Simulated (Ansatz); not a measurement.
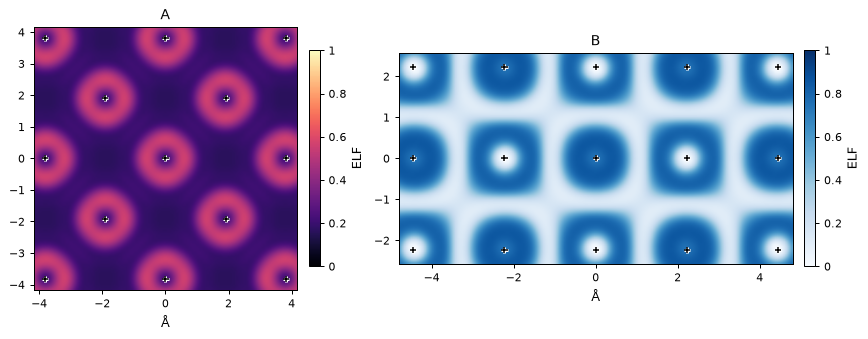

The electron localisation function of 2 systems, each on a plane through atoms (crosses mark nuclei in the plane).

Level of theory: Ansatz, DFT, PBEsol, PAW with Ansatz's default frozen-core files, scalar-relativistic; relaxation of cell and atoms.

System 1: Pd, the (010) plane of the conventional cell. Space group Fm-3m; computed pressure about 10 GPa in this cell.

```yaml
crystal:
  lattice:
    - [3.82143, 0.00000, 0.00000]
    - [0.00000, 3.82143, 0.00000]
    - [0.00000, 0.00000, 3.82143]
  atoms:
    - { symbol: Pd, position: [0.00000, 0.00000, 0.00000] }
    - { symbol: Pd, position: [0.50000, 0.50000, 0.00000] }
    - { symbol: Pd, position: [0.50000, 0.00000, 0.50000] }
    - { symbol: Pd, position: [0.00000, 0.50000, 0.50000] }
```

System 2: HfN, the (001) plane of the conventional cell. Space group Fm-3m; computed pressure about 10 GPa in this cell; computed without spin polarisation.

**Match each panel to its system.**

Panel A is system 1, Pd: the plane holds Pd. Pd–Pd (2.70 Å): the ELF is about 0.20 at the midpoint (no localised pair shows between them). Panel B is system 2, HfN: the plane holds Hf and N. Hf–N (2.23 Å): the ELF peaks at about 0.80 in the valence shell of N, 0.6 Å from its nucleus, and drops to about 0.15 between the two atoms (no shared electron pair shows on this line).
